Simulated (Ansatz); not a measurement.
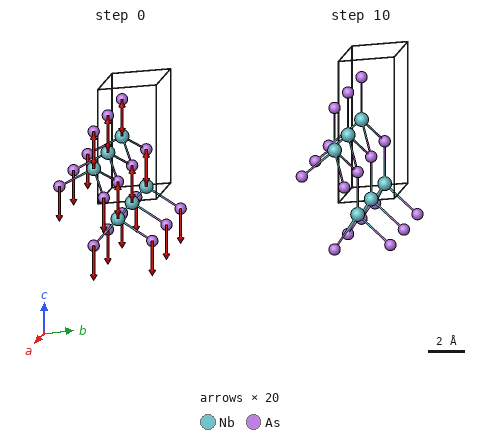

The structure of solid NbAs (a generated structure, set up in P6_3mc) (coarse preliminary run) before (left) and after (right) a relaxation, at one scale. The red arrows give the displacements (the part carried along by the change of the cell is left out), 20 times their true length.

The picture is a ball-and-stick view of the cell of the calculation, repeated 3 × 1 × 1 with one cell outlined, seen slightly off an axis.

Case: N → As, Ta → Nb on all its sites, cell and atoms relaxed.

Level of theory: Ansatz 0.2.0, DFT PBEsol, scalar-relativistic, plane waves, PAW. Set-up: plane-wave cutoff 420 eV; k-point mesh 6 × 6 × 4; occupations gaussian; smearing width 0.1 eV; no spin polarisation; cell and atoms relaxed; force threshold 0.05 eV/Å; at most 60 steps.

Summarise the run.

Answer. The largest moves relative to the cell, 0.11 Å, are those of Nb and As atoms. By element the largest moves are As 0.11 Å, Nb 0.11 Å. The volume changes by +12.6 %, with a = b 3.477 → 3.314 Å (−4.7 %), c 6.743 → 8.365 Å (+24.0 %). Near-neighbour distances that change, for instance: As–Nb 2.190 → 2.505 Å, As–Nb 2.330 → 2.544 Å. Among the angles between lasting bonds that change: Nb–As–Nb 96.5° → 81.3°, As–Nb–As 96.5° → 81.3°, Nb–As–Nb 120.5° → 131.2°. The space group stays P6_3mc (No. 186). After 8 accepted moves (10 points after the start) the energy has fallen by 753 meV per atom. Largest force component: 1.1 eV/Å at the start, 0.019 eV/Å at the end. The pressure goes from 46.15 to 0.20 GPa. The SCF was repeated twice at an unchanged geometry on a basis and grid sized afresh for the cell, which shifted the energy by 12.7 meV per atom at most.
